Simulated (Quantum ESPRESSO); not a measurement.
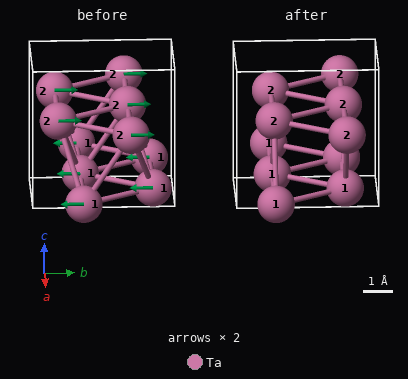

The structure of a crystal of Ta (set up in Cmcm) before (left) and after (right) a relaxation, at one scale. The green arrows give the displacements, magnified 2 times.

A ball-and-stick model of the conventional cell (2 times the calculation's cell), repeated 2 × 1 × 1 with one cell outlined, seen from a free direction. Lengths and directions refer to the drawn axes.

The run lets the atoms move in a fixed cell. The cell is held at a strain of 4.0 % (uniaxial x).

Theory: Kohn-Sham DFT of a periodic cell, PBEsol, GBRV 1.5 PBEsol (Quantum ESPRESSO).

The input:
```
&CONTROL
  calculation = 'relax'
  prefix = 'pwscf'
  outdir = './tmp'
  pseudo_dir = './pseudo'
  tprnfor = .true.
  tstress = .true.
  disk_io = 'low'
  nstep = 40
  forc_conv_thr = 0.0004
  etot_conv_thr = 1d-05
/
&SYSTEM
  ibrav = 0
  nat = 2
  ntyp = 1
  ecutwfc = 56
  ecutrho = 448
  nbnd = 20
  occupations = 'smearing'
  smearing = 'fd'
  degauss = 0.00367493
/
&ELECTRONS
  conv_thr = 4d-10
  electron_maxstep = 120
  mixing_beta = 0.5
/
&IONS
  ion_dynamics = 'bfgs'
/
ATOMIC_SPECIES
Ta   180.9479 ta_pbesol_v1.uspp.F.UPF
CELL_PARAMETERS angstrom
   3.0163869555    0.0000000000    0.0000000000
  -1.5081934778    2.5117958953    0.0000000000
   0.0000000000    0.0000000000    5.1662740000
ATOMIC_POSITIONS angstrom
Ta    -0.0000000002    1.6745305970    1.2915685000
Ta     1.5081934779    0.8372652983    3.8747055000
K_POINTS automatic
11 11 5 0 0 0
```

Run as
```bash
OMP_NUM_THREADS=1 mpirun -n 2 pw.x -nk 2 -in pw.in > pw.out
```

**Summarise the run.**

The largest moves, 0.42 Å, are those of Ta1 and Ta2. Ta1 goes along −b. The lattice vectors keep their values. Near-neighbour distances that change, for instance: Ta1–Ta2 3.078 → 3.603 Å, Ta1–Ta2 (another image) 3.106 → 2.991 Å. The space group (tolerance 0.01 Å) goes from Cmcm (No. 63) to Fmmm (No. 69). The energy falls by 186 meV per atom in 34 geometry steps. Largest force component: 0.16 eV/Å at the start, 0.00011 eV/Å at the end.
